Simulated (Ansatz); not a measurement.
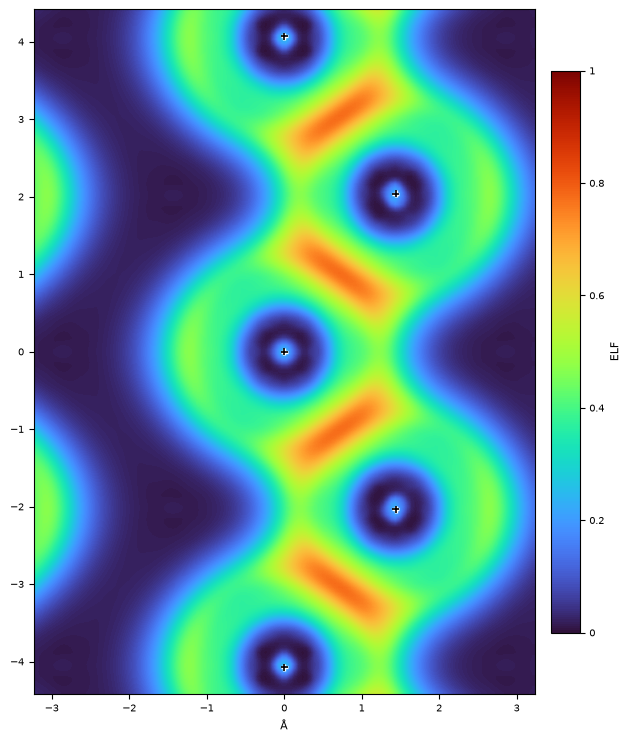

The ELF on a plane through atoms (crosses mark nuclei in the plane).

The calculation used DFT PBE, scalar-relativistic, plane waves, PAW in Ansatz.

Candidates:
A. C, a = 2.41 Å, b = 2.63 Å, c = 3.57 Å, α = 90.00°, β = 90.00°, γ = 90.00°. Space group Imma; changed on purpose from its base cell (strain +0.0875 x Voigt [0, 0, 0, 1, 0, 0], atoms carried along); computed pressure about 6 GPa in this cell.
B. Ge, a = 5.75 Å, b = 5.76 Å, c = 5.76 Å, α = 89.99°, β = 90.00°, γ = 90.00°. Space group I4₁/amd; changed on purpose from its base cell (all atoms moved at random, sigma 0.05 A a component; relaxed back).

### Which system is this?

Candidate B: Ge on the (11̄0) plane of the standardised cell, which holds Ge. Ge–Ge (2.49 Å): the ELF peaks at about 0.80 between the atoms.
